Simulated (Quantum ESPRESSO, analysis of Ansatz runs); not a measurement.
# Migration in SnO2 (P4_2/mnm): V_O hop (2.6 Å), charge 0 (Quantum ESPRESSO), part 3 of 3

Wanted: path and barrier of a jump of O in SnO2 (P4_2/mnm) at charge 0. The case: V_O hop (2.6 Å), in a cell of 72 host atoms with 1 O taken out.

Quantum ESPRESSO 7.5; Quantum ESPRESSO plane-wave DFT, PBEsol, GBRV 1.5 PBEsol potentials; nudged elastic band between two relaxed defect structures.

So far: The starting structure; Relaxation of the start point, charge 0; Relaxation of the end point, charge 0.

## Step 4: Nudged elastic band, charge 0

3 movable images are laid between the ends by interpolation. Each image feels the true force across the path and a spring force along it. The highest image is set to climb to the top of the path.

This step: Quantum ESPRESSO plane-wave DFT, PBEsol, GBRV 1.5 PBEsol potentials; nudged elastic band between two relaxed defect structures.

neb.in

```
BEGIN
BEGIN_PATH_INPUT
&PATH
  restart_mode = 'from_scratch'
  string_method = 'neb'
  nstep_path = 45
  ds = 1.5
  opt_scheme = 'broyden'
  num_of_images = 5
  k_max = 0.3
  k_min = 0.2
  CI_scheme = 'auto'
  path_thr = 0.06
/
END_PATH_INPUT
BEGIN_ENGINE_INPUT
&CONTROL
  prefix = 'pwscf'
  outdir = './tmp'
  pseudo_dir = './pseudo'
  disk_io = 'low'
/
&SYSTEM
  ibrav = 0
  nat = 71
  ntyp = 2
  ecutwfc = 36
  ecutrho = 288
  nbnd = 313
  occupations = 'fixed'
  nosym = .true.
/
&ELECTRONS
  conv_thr = 7d-08
  electron_maxstep = 100
  mixing_beta = 0.5
/
ATOMIC_SPECIES
Sn   118.7100 sn_pbesol_v1.4.uspp.F.UPF
O     15.9990 o_pbesol_v1.2.uspp.F.UPF
CELL_PARAMETERS angstrom
   9.5066964961    0.0000000000    0.0000000000
   0.0000000000    9.5066964961    0.0000000000
   0.0000000000    0.0000000000    9.6255699527
BEGIN_POSITIONS
FIRST_IMAGE
ATOMIC_POSITIONS crystal
Sn     0.2486351716    0.2503941380    0.1663460950
Sn     0.0034545361   -0.0039833861   -0.0000253195
O      0.0963010718    0.4034352565    0.1664553029
O      0.4007546340    0.0964465445    0.1682344805
O      0.1528400305    0.1515887237   -0.0000123043
O      0.3470495443    0.3467811697   -0.0000515736
Sn     0.2480111688    0.2484131267    0.4999724944
Sn    -0.0037905154    0.0033742513    0.3319127643
O      0.0939561071    0.3999787179    0.5000209143
O      0.4008833850    0.0956040831    0.4999628972
O      0.1521709289    0.1530557218    0.3330348372
O      0.3441350954    0.3527799137    0.3362248201
Sn     0.2485445887    0.2504072710    0.8335947534
Sn    -0.0037576435    0.0033585487    0.6680216161
O      0.0963312531    0.4034349042    0.8334776907
O      0.4007513834    0.0965745191    0.8317171980
O      0.1521436758    0.1530626209    0.6669344054
O      0.3440609039    0.3528268795    0.6637569889
Sn     0.2506254668    0.7488249057    0.1670292512
Sn    -0.0014375974    0.5011757075   -0.0000223899
O      0.0982694591    0.9014072259    0.1702519569
O      0.4034606090    0.5960780950    0.1673408527
O      0.1533542763    0.6524850383   -0.0000625170
O      0.3470062252    0.8461327563    0.0000122964
Sn     0.2388044506    0.7607436317    0.5000459084
Sn    -0.0006434288    0.4986854850    0.3335453938
O      0.0915087670    0.9080286856    0.4999621188
O      0.1611031017    0.6459318064    0.3374077864
O      0.3537120638    0.8382191132    0.3373420936
Sn     0.2506782052    0.7488329514    0.8329749055
Sn    -0.0006351788    0.4986367321    0.6664042549
O      0.0981614380    0.9013541191    0.8296973653
O      0.4034341674    0.5960058650    0.8327095258
O      0.1611689800    0.6458037544    0.6625875550
O      0.3536928478    0.8383319607    0.6626157755
Sn     0.7515468558    0.2477900752    0.1652284609
Sn     0.4982972032    0.0008588012   -0.0000508773
O      0.5987962967    0.4005915738    0.1623926157
O      0.9034264756    0.0961860183    0.1643312276
O      0.6524886388    0.1519279238    0.0000058484
O      0.8474239933    0.3469801515   -0.0000465931
Sn     0.7491755018    0.2503331170    0.4999079255
Sn     0.5008399610    0.0000948935    0.3335372213
O      0.5915400854    0.4079148185    0.4999174385
O      0.9008590037    0.0987601389    0.4999995671
O      0.6501342202    0.1566794987    0.3329822030
O      0.8426555811    0.3495008975    0.3328719200
Sn     0.7516568727    0.2478451143    0.8346518422
Sn     0.5008169825    0.0002332934    0.6664236083
O      0.5987643030    0.4005274016    0.8374262879
O      0.9034326209    0.0962025095    0.8355642914
O      0.6501901791    0.1566470223    0.6669392061
O      0.8427883192    0.3493435947    0.6668662368
Sn     0.7491104250    0.7509425356    0.1663588055
Sn     0.4987693508    0.5007883530   -0.0000361238
O      0.5960727107    0.9031700975    0.1664692772
O      0.9029185180    0.5987135506    0.1682385920
O      0.6527486804    0.6524999953   -0.0000661390
O      0.8478312549    0.8466776878   -0.0000398559
Sn     0.7511513236    0.7515235259    0.4999608283
Sn     0.5061899711    0.4933724121    0.3250059837
O      0.5996071172    0.9055739493    0.5000139541
O      0.9038772435    0.5985777013    0.4999628291
O      0.6467652800    0.6554902909    0.3361347868
O      0.8465629270    0.8474223733    0.3329751073
Sn     0.7491688493    0.7509066235    0.8335498548
Sn     0.5061762485    0.4933595403    0.6748936205
O      0.5960222201    0.9031449437    0.8334445800
O      0.9029857110    0.5986264496    0.8316212632
O      0.6467586775    0.6553769914    0.6637878882
O      0.8464931486    0.8474322918    0.6669231071
INTERMEDIATE_IMAGE
ATOMIC_POSITIONS crystal
Sn     0.2488377341    0.2501158023    0.1663167034
Sn     0.0015397507   -0.0020522700   -0.0000246710
[... 69 atom lines left out ...]
INTERMEDIATE_IMAGE
ATOMIC_POSITIONS crystal
Sn     0.2490398014    0.2498466002    0.1662965487
Sn    -0.0002660842   -0.0002309137   -0.0000268651
[... 69 atom lines left out ...]
INTERMEDIATE_IMAGE
ATOMIC_POSITIONS crystal
Sn     0.2492585226    0.2495969359    0.1662918710
Sn    -0.0020909537    0.0016095440   -0.0000319544
[... 69 atom lines left out ...]
LAST_IMAGE
ATOMIC_POSITIONS crystal
Sn     0.2494847541    0.2493429588    0.1662952364
Sn    -0.0040046078    0.0035395349   -0.0000404864
[... 4 atom lines left out ...]
Sn     0.2476275668    0.2487113892    0.4999737236
[... 4 atom lines left out ...]
O      0.3519888741    0.3447746283    0.3360159795
[... 5 atom lines left out ...]
O      0.3519608831    0.3447590338    0.6639104449
[... 3 atom lines left out ...]
O      0.4002250855    0.5992145195    0.1624554253
[... 10 atom lines left out ...]
O      0.4002090753    0.5992367241    0.8374919540
[... 8 atom lines left out ...]
Sn     0.7602039723    0.2392941820    0.4999567584
[... 1 atom line left out ...]
O      0.4074439390    0.5920087495    0.4999599920
[... 15 atom lines left out ...]
Sn     0.7508217836    0.7519001422    0.4999388916
Sn     0.4928847395    0.5066371748    0.3251252088
[... 2 atom lines left out ...]
O      0.6547257890    0.6475717861    0.3359986836
[... 2 atom lines left out ...]
Sn     0.4928767379    0.5066522529    0.6747951979
[... 2 atom lines left out ...]
O      0.6547000058    0.6475845922    0.6639115312
O      0.8463882878    0.8475472730    0.6670404445
END_POSITIONS
K_POINTS gamma
END_ENGINE_INPUT
END
```

On the command line:

```sh
$ OMP_NUM_THREADS=1 mpirun -n 4 neb.x -ni 2 -inp neb.in > neb.out
```

Log:

```text
[shortened: banners, details of potentials and solvers, and blank lines are left out]
[banner, memory and clock lines left out]
     path-images division:  nimage    =       2
     initial path length           =  4.7954 bohr
     initial inter-image distance  =  1.1988 bohr
     string_method                 =    neb
     restart_mode                  =    from_scratch
     opt_scheme                    =    broyden
     num_of_images                 =    5
     nstep_path                    =    45
     CI_scheme                     =    auto
     first_last_opt                =    F
     use_freezing                  =    F
     ds                            =    1.5000 a.u.
     k_max                         =    0.3000 a.u.
     k_min                         =    0.2000 a.u.
     path_thr                      =    0.0600 eV / A
     ------------------------------ iteration   1 ------------------------------
     activation energy (->) =   2.788046 eV
     activation energy (<-) =   2.787714 eV
     image        energy (eV)        error (eV/A)        frozen
         1     -72524.1193693            0.025797            T
         2     -72522.6661647            4.488197            F
         3     -72521.3313234            7.700990            F
         4     -72522.6625347            4.511882            F
         5     -72524.1190376            0.021782            T
     climbing image =  3
     path length          =  4.795 bohr
[...]
------------------------------ iteration   3 ------------------------------
     activation energy (->) =   1.812654 eV
     activation energy (<-) =   1.812322 eV
     image        energy (eV)        error (eV/A)        frozen
         1     -72524.1193693            0.025797            T
         2     -72523.0455175            0.503833            F
         3     -72522.3067157            1.927751            F
         4     -72523.0430049            0.498210            F
         5     -72524.1190376            0.021782            T
     climbing image =  3
     path length          =  4.896 bohr
[...]
------------------------------ iteration   5 ------------------------------
     activation energy (->) =   1.650938 eV
     activation energy (<-) =   1.650607 eV
     image        energy (eV)        error (eV/A)        frozen
         1     -72524.1193693            0.025797            T
         2     -72523.1103212            0.590330            F
         3     -72522.4684309            0.639578            F
         4     -72523.1066579            0.582767            F
         5     -72524.1190376            0.021782            T
     climbing image =  3
     path length          =  5.032 bohr
[...]
------------------------------ iteration   7 ------------------------------
     activation energy (->) =   1.628046 eV
     activation energy (<-) =   1.627715 eV
     image        energy (eV)        error (eV/A)        frozen
         1     -72524.1193693            0.025797            T
         2     -72523.1477579            0.171832            F
         3     -72522.4913231            0.455259            F
         4     -72523.1428040            0.175838            F
         5     -72524.1190376            0.021782            T
     climbing image =  3
     path length          =  5.073 bohr
[...]
------------------------------ iteration   9 ------------------------------
     activation energy (->) =   1.651411 eV
     activation energy (<-) =   1.651080 eV
     image        energy (eV)        error (eV/A)        frozen
         1     -72524.1193693            0.025797            T
         2     -72523.1769058            0.263394            F
         3     -72522.4679581            2.063308            F
         4     -72523.1712320            0.280767            F
         5     -72524.1190376            0.021782            T
     climbing image =  3
     path length          =  5.163 bohr
[...]
------------------------------ iteration  11 ------------------------------
     activation energy (->) =   1.606045 eV
     activation energy (<-) =   1.605713 eV
     image        energy (eV)        error (eV/A)        frozen
         1     -72524.1193693            0.025797            T
         2     -72523.1804395            0.034145            F
         3     -72522.5133242            0.159951            F
         4     -72523.1745708            0.027644            F
         5     -72524.1190376            0.021782            T
     climbing image =  3
     path length          =  5.162 bohr
[...]
------------------------------ iteration  13 ------------------------------
     activation energy (->) =   1.606451 eV
     activation energy (<-) =   1.606119 eV
     image        energy (eV)        error (eV/A)        frozen
         1     -72524.1193693            0.025797            T
         2     -72523.1895903            0.100714            F
         3     -72522.5129187            0.676907            F
         4     -72523.1824012            0.216189            F
         5     -72524.1190376            0.021782            T
     climbing image =  3
     path length          =  5.176 bohr
[...]
------------------------------ iteration  15 ------------------------------
     activation energy (->) =   1.602051 eV
     activation energy (<-) =   1.601720 eV
     image        energy (eV)        error (eV/A)        frozen
         1     -72524.1193693            0.025797            T
         2     -72523.1889687            0.025889            F
         3     -72522.5173179            0.143067            F
         4     -72523.1830871            0.016394            F
         5     -72524.1190376            0.021782            T
     climbing image =  3
     path length          =  5.174 bohr
[...]
------------------------------ iteration  17 ------------------------------
     activation energy (->) =   1.603386 eV
     activation energy (<-) =   1.603054 eV
     image        energy (eV)        error (eV/A)        frozen
         1     -72524.1193693            0.025797            T
         2     -72523.1942659            0.100636            F
         3     -72522.5159832            0.478133            F
         4     -72523.1887867            0.019842            F
         5     -72524.1190376            0.021782            T
     climbing image =  3
     path length          =  5.197 bohr
[...]
------------------------------ iteration  19 ------------------------------
     activation energy (->) =   1.603871 eV
     activation energy (<-) =   1.603540 eV
     image        energy (eV)        error (eV/A)        frozen
         1     -72524.1193693            0.025797            T
         2     -72523.2008852            0.088393            F
         3     -72522.5154979            0.505045            F
         4     -72523.1955938            0.022109            F
         5     -72524.1190376            0.021782            T
     climbing image =  3
     path length          =  5.233 bohr
[...]
------------------------------ iteration  21 ------------------------------
     activation energy (->) =   1.600808 eV
     activation energy (<-) =   1.600476 eV
     image        energy (eV)        error (eV/A)        frozen
         1     -72524.1193693            0.025797            T
         2     -72523.2018223            0.031368            F
         3     -72522.5185615            0.044601            F
         4     -72523.1963224            0.020171            F
         5     -72524.1190376            0.021782            T
     climbing image =  3
     path length          =  5.233 bohr
     inter-image distance =  1.308 bohr
     neb: convergence achieved in  21 iterations
```

The job ended after 84 min (4 MPI ranks of Arm Neoverse V1, shared host; peak memory 2.5 GiB).

Images along the path:

```csv
image,path (Å),energy (eV),"O44: x, y, z (Å)"
0,0.000,0.0000,"5.624, 3.878, 4.812"
1,0.763,0.9175,"5.174, 4.328, 4.813"
2,1.390,1.6008,"4.747, 4.754, 4.812"
3,2.012,0.9230,"4.324, 5.178, 4.812"
4,2.769,0.0003,"3.873, 5.628, 4.812"
```

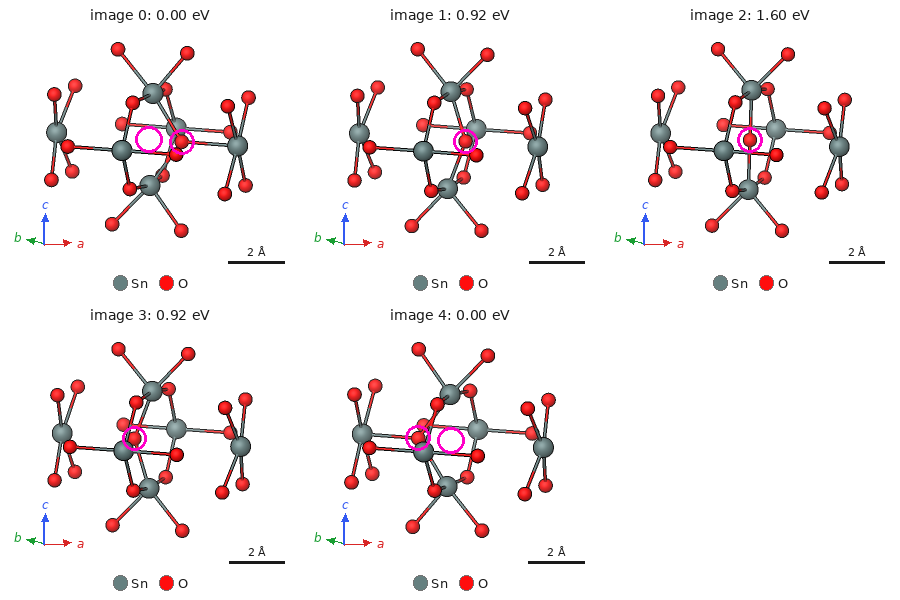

Images along the path; O44 is ringed. A ring with no atom in it marks the empty centre.

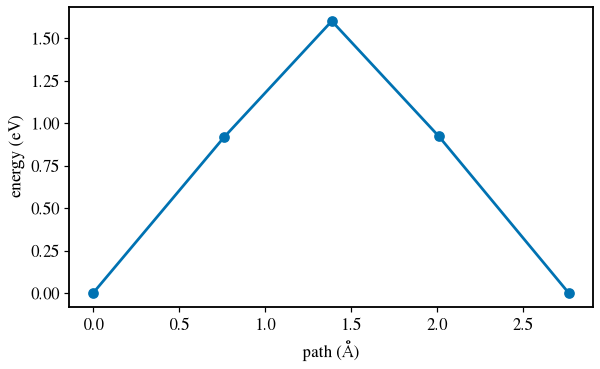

Energy along the path.

Numbers from this step:

| Item | Value |
| --- | --- |
| barrier forward | 1.601 eV |
| barrier backward | 1.600 eV |
| end less start | 3.32e-4 eV |
| hop length | 2.475 Å |

The band met its tolerance of 0.06 eV/Å after 21 iterations, with image 2 on top (the start counts as 0). O44, which moves farthest between the ends, has 3 Sn at 2.04 to 2.12 Å nearest at the start and 2 Sn at 1.86 Å at the top.

## Step 5: Results

```json
{
 "barrier forward": "1.60 eV",
 "barrier backward": "1.60 eV",
 "end less start": "0.00 eV",
 "hop length": "2.48 Å",
 "band iterations, as the log counts them": "21"
}
```

The top of the band lies 1.60 eV above the start and 1.60 eV above the end, which are alike in energy and neighbours. With an assumed prefactor of 1e13 per second it gives one hop a second along this one path at about 620 K; whether such hops link up through the crystal wasn't checked. At the top O44 stands 1.86 Å from its nearest Sn, 0.18 Å closer than at the start. The order of the top as a saddle was not checked for all atoms, so a bent path could be lower. Limits: sampling at the zone centre alone can move energies of charged and open-shell states by tenths of an eV or more in cells of this size; spin–orbit coupling, which can matter with heavy atoms, is left out. The cutoff of 36 Ry is under the 40 Ry advised for these potentials.

[Logs are printed without paths, hosts, clocks, repeated set-up lines and the standing remarks that a program may print on its own settings, such as how far it seeks lower states.]

[Hosts, paths, dates, database ids (printed as entryN), source tags and the programs' standing remarks are cut or masked in the printed files.]
